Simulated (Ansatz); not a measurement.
# Geometry relaxation, with input and output: MoP (part 2 of 2)

Continued. System: MoP (slab, 12 atoms in the cell). Method: DFT PBEsol, scalar-relativistic, plane waves, PAW, no spin polarisation (Ansatz 0.2.0); cutoff 420 eV, 6×12×1 k-mesh, Gaussian smearing of 0.1 eV. The structure derives from an entry of the Crystallography Open Database. The input holds or restrains some coordinates. Forces given for the steps count only the free coordinates. It belongs to a series of runs on one base structure; here: lower part held, upper part relaxed from the bulk's places.

Geometry of the input (Å; fractional positions):
```
6.4125  0.0000  0.0000
-1.6031  2.7767  0.0000
0.0000  0.0000  22.9353
P  0.1667  0.6667  0.3270
P  0.6667  0.6667  0.3270
Mo 0.0000  0.0000  0.3962
Mo 0.5000  0.0000  0.3962
P  0.1667  0.6667  0.4654
P  0.6667  0.6667  0.4654
Mo 0.0000  0.0000  0.5346
Mo 0.5000  0.0000  0.5346
P  0.1667  0.6667  0.6038
P  0.6667  0.6667  0.6038
Mo 0.0000  0.0000  0.6730
Mo 0.5000  0.0000  0.6730
```

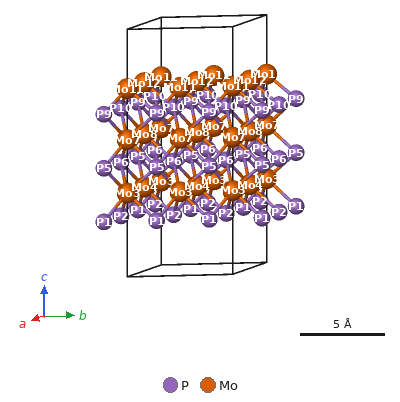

The geometry at step 3 of the log (ball-and-stick view of the 1 × 2 repeat of the cell, with the vacuum cut short, seen slightly off an axis; bonded neighbours outside the cell are drawn too; atoms are numbered from 1 in the order of the input).

```
WARN: The output density's exchange-correlation potential varies sharply where the density is thin. Do not read a vacuum level from v_tot or v_xc, or from such a field of the output density. On a cell that repeats whose density bears no net charge and no dipole along the vacuum's axis use v_es (v_loc + v_h of the components); under efield.dipole_correction with no amplitude use v_es + v_field, which holds any external_charges[].barrier, or the levels of the report's work_function block, which leave it out; under a non-zero efield.amplitude the vacuum is tilted and has no level; on a cell that repeats and bears such a dipole with no correction it is tilted too, and efield.dipole_correction with no amplitude gives each side of its ramp a level where efield: is served; in a cell that repeats whose density bears a net charge (total_charge, or a fill off its count) it is curved and has none; of a slab under crystal.periodic whose density bears no net charge use v_es, which has a level on each side, short of where the two are joined; of another it falls or rises all the way out and has none; of a slab beside external_charges read slab_vacuum_level instead, which it has where they leave it neutral. The grid or the basis barely resolves most such structure, and the values can differ between equally converged runs; as a rule a tighter scf.convergence.dr2_threshold does not remove it. Where the density itself ripples (under the LDA too) a higher basis.ecutwfc lessens it. The files hold the spikes' plane waves up to the density's cutoff. Files: v_tot_of_output_density and the like, and their columns of v_z.tsv (output.write_potential); v_xc_of_output_density and the like, and their columns of v_comp_z.tsv (output.write_potential_components). Measured: with its Gaussian average of σ = 0.25 Å subtracted twice, the exchange-correlation potential is over 0.1 eV at 329 of the grid points where the equally averaged density (valence and model cores) is under 1e-3 e/Å³, and 0.283 eV at the most among them, at an averaged density of 2.5e-8 e/Å³. The input density's (outcome.potential() and, of a run that writes arrays, v_tot and v_xc) is over 0.1 eV, so measured, at 1 points of its own thin density, 0.103 eV at the most. See output.write_potential in the manual, Limitations
SCF converged after 3 iterations
Free energy (F): -33827.341818 eV
Harris-Foulkes:  -33827.341818 eV  (|F-HF|=2.69e-8)
Internal energy: -33827.295784 eV  (E = F + TS)
E sigma→0 (E₀):  -33827.318801 eV
Entropy (-TS):   -0.046034 eV (-3.836 meV/atom)
Fermi energy:    4.289392 eV
Dipole field:    D = 0.063105 V/Å  (p = 0.142416 e·Å, saw-weighted, corrected)
Work function:   Φ+ = 4.2112 eV   Φ− = 5.6585 eV
Levels:          The Fermi level and band energies are counted from a zero that moves with the ramp; work functions are not
--- Per-component energies (eV) ---
  E_band       = -1801.778408
  E_kinetic    = 3086.040010
  E_local      = -94891.120318  (includes V_loc(G=0)·N_el)
  E_nonlocal   = 1073.317581
  E_hartree    = 45796.171368
  E_xc         = -1465.427057
  E_vxc        = -1741.431953  (∫ρ·V_xc dr)
  E_paw        = -22189.170551  (= ΣΔE_a)
  E_vpaw       = -918.277197  (= ΣTr[D̂ρ^β])
  E_aug_tail   = 0.000265  (compensation charges beyond the density's cutoff)
  E_efield     = 0.004494  (sawtooth field / dipole correction)
  E_vefield    = -2.673980  (∫n·V_field dr)
  E_ewald      = 34761.356051
  E_core_change = 1.532372  (= ΣΔE_core)
  E_smearing   = -0.046034  (= −TS)
  E_closure    = 0.000000  (closes the sum)
  Σ components = -33827.341818   (vs F -33827.341818, Δ=0.00e0)
--- Forces (eV/Å), atoms counted from 1 ---
  atom   1  P     -0.00000420    -0.00000242    -0.06680600
  atom   2  P     -0.00000420    -0.00000242    -0.06680600
  atom   3  Mo     0.00005054     0.00002918     0.04551322
  atom   4  Mo     0.00005054     0.00002918     0.04551322
  atom   5  P      0.00000159     0.00000092     0.01774419
  atom   6  P      0.00000159     0.00000092     0.01774419
  atom   7  Mo    -0.00000585    -0.00000338     0.00664060
  atom   8  Mo    -0.00000585    -0.00000338     0.00664060
  atom   9  P     -0.00003186    -0.00001839    -0.00680699
  atom  10  P     -0.00003186    -0.00001839    -0.00680699
  atom  11  Mo    -0.00001070    -0.00000618     0.00372420
  atom  12  Mo    -0.00001070    -0.00000618     0.00372420
  max |Σ_I F_I| component: 1.85e-5 eV/Å
--- Band table (eV; the first three rows and the last of 25) ---
  k-point 0: bands = ["-56.8021", "-56.7679", "-56.5241", "-56.5238", "-56.4910", "-56.4898", "-31.1803", "-31.1083", "-31.1063", "-30.8553", "-30.8512", "-30.8391", "-30.7992", "-30.7582", "-30.7571", "-30.7571", "-30.7376", "-30.6772", "-30.5907", "-30.5091", "-30.5091", "-30.5036", "-30.4242", "-30.4242", "-9.1033", "-8.0182", "-6.7530", "-6.6877", "-6.5665", "-5.0111", "-2.6860", "-2.5880", "-1.9816", "-1.3618", "-0.8362", "-0.0383", "0.2389", "0.3099", "0.3123", "0.8125", "1.2136", "1.2136", "1.4292", "1.5809", "1.5809", "1.9178", "2.4477", "2.4477", "2.8293", "3.0215", "3.0215", "3.2231", "3.5476", "3.7181", "3.7181", "3.8500", "4.0190", "4.4107", "4.6744", "4.7690", "4.7690", "5.1679", "5.4881", "5.7662", "5.9150", "6.2660", "6.3014", "6.5337", "6.7836"]
  k-point 1: bands = ["-56.7999", "-56.7679", "-56.5218", "-56.5215", "-56.4910", "-56.4898", "-31.1755", "-31.1084", "-31.0935", "-30.8524", "-30.8479", "-30.8427", "-30.7993", "-30.7809", "-30.7626", "-30.7459", "-30.7335", "-30.6772", "-30.6038", "-30.5329", "-30.5163", "-30.5146", "-30.4470", "-30.4295", "-8.9842", "-7.9354", "-6.7692", "-6.6794", "-6.4962", "-5.0091", "-2.5390", "-2.4599", "-1.9148", "-1.2964", "-0.7448", "-0.1895", "0.1728", "0.2505", "0.4892", "0.6516", "0.9977", "1.2692", "1.3211", "1.5004", "1.5298", "2.0733", "2.2699", "2.5223", "2.7806", "2.7828", "3.0107", "3.0532", "3.1019", "3.6984", "3.8002", "3.8666", "4.0930", "4.2475", "4.2904", "4.7295", "5.0251", "5.3247", "5.5310", "5.7953", "6.2469", "6.2729", "6.4400", "6.4902", "6.7922"]
  k-point 2: bands = ["-56.7936", "-56.7679", "-56.5158", "-56.5154", "-56.4910", "-56.4898", "-31.1625", "-31.1084", "-31.0626", "-30.8845", "-30.8493", "-30.8354", "-30.8120", "-30.7994", "-30.7777", "-30.7226", "-30.7160", "-30.6772", "-30.6356", "-30.5975", "-30.5471", "-30.5297", "-30.5089", "-30.4442", "-8.6425", "-7.7063", "-6.8004", "-6.6629", "-6.2897", "-5.0040", "-2.1700", "-2.1205", "-1.8071", "-1.1471", "-0.5483", "-0.3274", "-0.0882", "0.0108", "0.1123", "0.6270", "0.7629", "0.9604", "1.2066", "1.5276", "1.6406", "1.8375", "2.2769", "2.3836", "2.5875", "2.6918", "2.7156", "2.8629", "3.3858", "3.4112", "3.4452", "3.6015", "3.7763", "4.3435", "4.6556", "4.6620", "4.6656", "5.5405", "5.7957", "5.8743", "6.2671", "6.3938", "6.7446", "6.8082", "6.8571"]
  k-point 24: bands = ["-56.7679", "-56.7679", "-56.4910", "-56.4910", "-56.4898", "-56.4898", "-31.1084", "-31.1084", "-31.0418", "-31.0418", "-30.9058", "-30.9058", "-30.7995", "-30.7995", "-30.7913", "-30.7913", "-30.6960", "-30.6960", "-30.6772", "-30.6772", "-30.6568", "-30.6568", "-30.5675", "-30.5675", "-6.8155", "-6.8155", "-6.6547", "-6.6547", "-5.0008", "-5.0008", "-1.9022", "-1.9022", "-1.7733", "-1.7733", "-1.0897", "-1.0897", "-0.3581", "-0.3581", "-0.1390", "-0.1390", "-0.0638", "-0.0638", "0.8045", "0.8045", "1.6805", "1.6805", "2.5839", "2.5839", "2.7631", "2.7631", "2.8426", "2.8426", "3.0761", "3.0761", "3.3618", "3.3618", "4.4731", "4.4731", "5.5014", "5.5014", "5.8117", "5.8117", "6.2530", "6.2530", "6.3914", "6.3914", "6.8122", "6.8122", "6.9298"]
--- Relaxed structure (5 steps of the walk, 5 accepted, 0 SCFs on fresh bases) ---
  F+E_penalty+E_count = -33827.34181770 eV   max|allowed force component| = 1.774e-2 eV/Å
  atoms:
    - { symbol: P, position: [0.16666666670000002, 0.6666666667000001, 0.32700630290000005] }
    - { symbol: P, position: [0.6666666667000001, 0.6666666667000001, 0.32700630290000005] }
    - { symbol: Mo, position: [0.0, 0.0, 0.3962037817] }
    - { symbol: Mo, position: [0.5, 0.0, 0.3962037817] }
    - { symbol: P, position: [0.16666829446400291, 0.666668294464003, 0.4673275196489784] }
    - { symbol: P, position: [0.6666682944640029, 0.6666682944640029, 0.4673275196489784] }
    - { symbol: Mo, position: [3.062685180096826e-6, 3.062685180096826e-6, 0.5356926454270753] }
    - { symbol: Mo, position: [0.5000030626851801, 3.0626851800968264e-6, 0.5356926454270753] }
    - { symbol: P, position: [0.16667169339439114, 0.6666716933943913, 0.6082273048671043] }
    - { symbol: P, position: [0.6666716933943911, 0.6666716933943913, 0.6082273048671043] }
    - { symbol: Mo, position: [5.081378576845698e-6, 5.0813785768456976e-6, 0.6691079457627465] }
    - { symbol: Mo, position: [0.5000050813785769, 5.0813785768456976e-6, 0.6691079457627465] }
```

Trajectory as extended XYZ (Å, eV, eV/Å), 5 frames, from step=1 to step=5:
```
12
Lattice="6.4125 0.0000 0.0000 -1.6031 2.7767 0.0000 0.0000 0.0000 22.9353" Properties=species:S:1:pos:R:3:forces:R:3 step=1 energy=-33826.88289
P     0.0000    1.8511    7.5000    0.0000   0.0000  -0.1678
P     3.2062    1.8511    7.5000    0.0000   0.0000  -0.1678
Mo    0.0000    0.0000    9.0871    0.0000   0.0000  -0.1891
Mo    3.2062    0.0000    9.0871    0.0000   0.0000  -0.1891
P     0.0000    1.8511   10.6741    0.0000   0.0000   0.3248
P     3.2062    1.8511   10.6741    0.0000   0.0000   0.3248
Mo    0.0000    0.0000   12.2612    0.0000   0.0000  -0.1252
Mo    3.2062    0.0000   12.2612    0.0000   0.0000  -0.1252
P     0.0000    1.8511   13.8483    0.0000   0.0000   2.2217
P     3.2062    1.8511   13.8483    0.0000   0.0000   2.2217
Mo    0.0000    0.0000   15.4353    0.0000   0.0000  -2.0647
Mo    3.2062    0.0000   15.4353    0.0000   0.0000  -2.0647
12
Lattice="6.4125 0.0000 0.0000 -1.6031 2.7767 0.0000 0.0000 0.0000 22.9353" Properties=species:S:1:pos:R:3:forces:R:3 step=2 energy=-33827.30146
P     0.0000    1.8511    7.5000    0.0000   0.0000  -0.0823
P     3.2062    1.8511    7.5000    0.0000   0.0000  -0.0823
Mo    0.0000    0.0000    9.0871    0.0000   0.0000   0.0024
Mo    3.2062    0.0000    9.0871    0.0000   0.0000   0.0024
P     0.0000    1.8511   10.7056    0.0000   0.0000   0.1981
P     3.2062    1.8511   10.7056    0.0000   0.0000   0.1981
Mo    0.0000    0.0000   12.2954    0.0000   0.0000  -0.7601
Mo    3.2062    0.0000   12.2954    0.0000   0.0000  -0.7601
P     0.0000    1.8511   13.8989    0.0000   0.0000   0.5185
P     3.2062    1.8511   13.8989    0.0000   0.0000   0.5185
Mo    0.0000    0.0000   15.3033    0.0000   0.0000   0.1251
Mo    3.2062    0.0000   15.3033    0.0000   0.0000   0.1251
12
Lattice="6.4125 0.0000 0.0000 -1.6031 2.7767 0.0000 0.0000 0.0000 22.9353" Properties=species:S:1:pos:R:3:forces:R:3 step=3 energy=-33827.34071
P     0.0000    1.8511    7.5000    0.0000   0.0000  -0.0787
P     3.2062    1.8511    7.5000    0.0000   0.0000  -0.0787
Mo    0.0000    0.0000    9.0871    0.0000   0.0000   0.0526
Mo    3.2062    0.0000    9.0871    0.0000   0.0000   0.0526
P     0.0000    1.8511   10.7152    0.0000   0.0000   0.1295
P     3.2062    1.8511   10.7152    0.0000   0.0000   0.1295
Mo    0.0000    0.0000   12.2924    0.0000   0.0000  -0.0789
Mo    3.2062    0.0000   12.2924    0.0000   0.0000  -0.0789
P     0.0000    1.8511   13.9564    0.0000   0.0000  -0.0231
P     3.2063    1.8511   13.9564    0.0000   0.0000  -0.0231
Mo    0.0000    0.0000   15.3530    0.0000   0.0000  -0.0022
Mo    3.2063    0.0000   15.3530    0.0000   0.0000  -0.0022
12
Lattice="6.4125 0.0000 0.0000 -1.6031 2.7767 0.0000 0.0000 0.0000 22.9353" Properties=species:S:1:pos:R:3:forces:R:3 step=4 energy=-33827.34182
P     0.0000    1.8511    7.5000    0.0000   0.0000  -0.0668
P     3.2062    1.8511    7.5000    0.0000   0.0000  -0.0668
Mo    0.0000    0.0000    9.0871    0.0001   0.0000   0.0455
Mo    3.2062    0.0000    9.0871    0.0001   0.0000   0.0455
P     0.0000    1.8511   10.7183    0.0000   0.0000   0.0180
P     3.2062    1.8511   10.7183    0.0000   0.0000   0.0180
Mo    0.0000    0.0000   12.2863    0.0000   0.0000   0.0065
Mo    3.2062    0.0000   12.2863    0.0000   0.0000   0.0065
P     0.0000    1.8511   13.9499    0.0000   0.0000  -0.0069
P     3.2063    1.8511   13.9499    0.0000   0.0000  -0.0069
Mo    0.0000    0.0000   15.3462    0.0000   0.0000   0.0037
Mo    3.2063    0.0000   15.3462    0.0000   0.0000   0.0037
12
Lattice="6.4125 0.0000 0.0000 -1.6031 2.7767 0.0000 0.0000 0.0000 22.9353" Properties=species:S:1:pos:R:3:forces:R:3 step=5 energy=-33827.34182
P     0.0000    1.8511    7.5000    0.0000   0.0000  -0.0668
P     3.2062    1.8511    7.5000    0.0000   0.0000  -0.0668
Mo    0.0000    0.0000    9.0871    0.0001   0.0000   0.0455
Mo    3.2062    0.0000    9.0871    0.0001   0.0000   0.0455
P     0.0000    1.8511   10.7183    0.0000   0.0000   0.0177
P     3.2062    1.8511   10.7183    0.0000   0.0000   0.0177
Mo    0.0000    0.0000   12.2863    0.0000   0.0000   0.0066
Mo    3.2062    0.0000   12.2863    0.0000   0.0000   0.0066
P     0.0000    1.8511   13.9499    0.0000   0.0000  -0.0068
P     3.2063    1.8511   13.9499    0.0000   0.0000  -0.0068
Mo    0.0000    0.0000   15.3462    0.0000   0.0000   0.0037
Mo    3.2063    0.0000   15.3462    0.0000   0.0000   0.0037
```

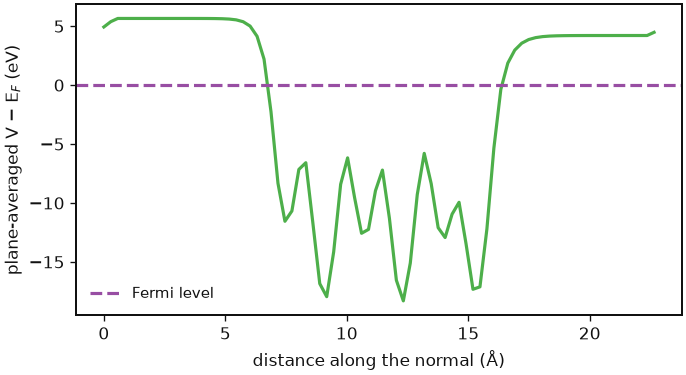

Plane average of the electrostatic potential energy of an electron across the cell, from the Fermi level. The vacuum level lies 4.21 eV above the Fermi level on the upper side and 5.66 eV on the lower.

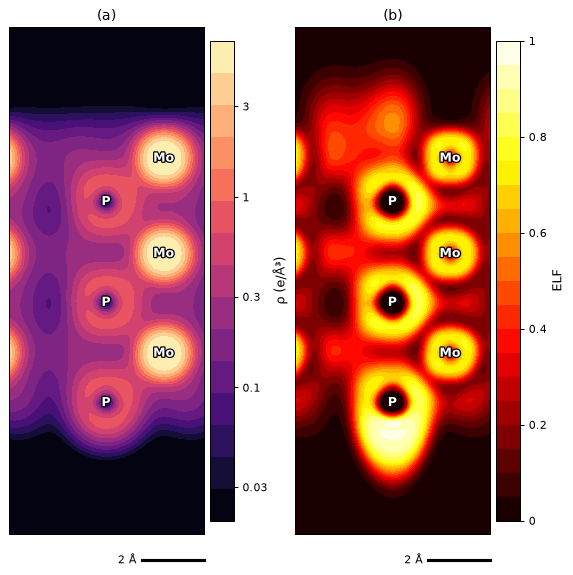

(a) valence pseudo-density; (b) ELF on the (11̄0) plane of the calculation cell, a cut from vacuum to vacuum. Mo–P (2.32 Å): the density is about 0.69 e/Å³ at the midpoint; the ELF is about 0.45 at the midpoint. Mo–P (2.43 Å): ρ is about 0.57 e/Å³ halfway; the ELF is about 0.45 at the midpoint. Mo–P (2.47 Å): ρ is about 0.5 e/Å³ halfway; the ELF is about 0.40 at the midpoint. The density dies away to nearly zero in the vacuum. The strong features right at Mo lie inside the PAW spheres (semicore, d or f shells) and say nothing about bonding. In a PAW calculation such maps are meaningful between the atoms, not at the nuclei.

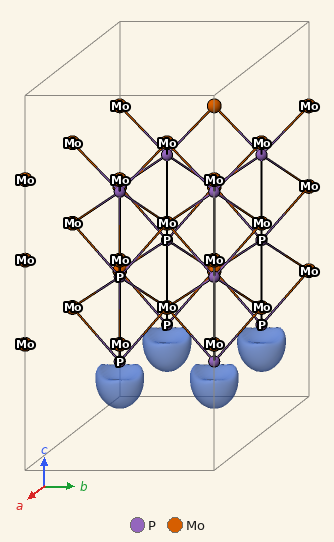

Isosurface of the ELF at 0.85 (blue), seen at an oblique angle. Only the valence region is drawn (cores and ρ < 0.01 e/Å³ removed). Sticks mark near contacts. Along the contacts the grid gives the following. Mo–P (2.32 Å): the ELF is about 0.45 at the midpoint. Mo–P (2.43 Å): the ELF is about 0.45 at the midpoint.

Key numbers:

| quantity | value |
| --- | --- |
| outcome | converged under the restraints of the input |
| electrons treated | 114 |
| free energy | −33827.3418 eV |
| work function, top face | 4.21 eV |
| work function, bottom face | 5.66 eV |
| Fermi energy | 4.289 eV |
| gap on the k-point mesh | none (metallic) |
| final volume | 408.37 Å³ |
| work function (upper face) | 4.21 eV |
| largest force (length of the vector) at the end, held atoms and coordinates included | 0.067 eV/Å |
| wall time | 84 s (CPU time 5.5 min) |
| peak memory | 1.2 GiB |

Warnings of the run: the exchange-correlation potential is rough where the density is thin.
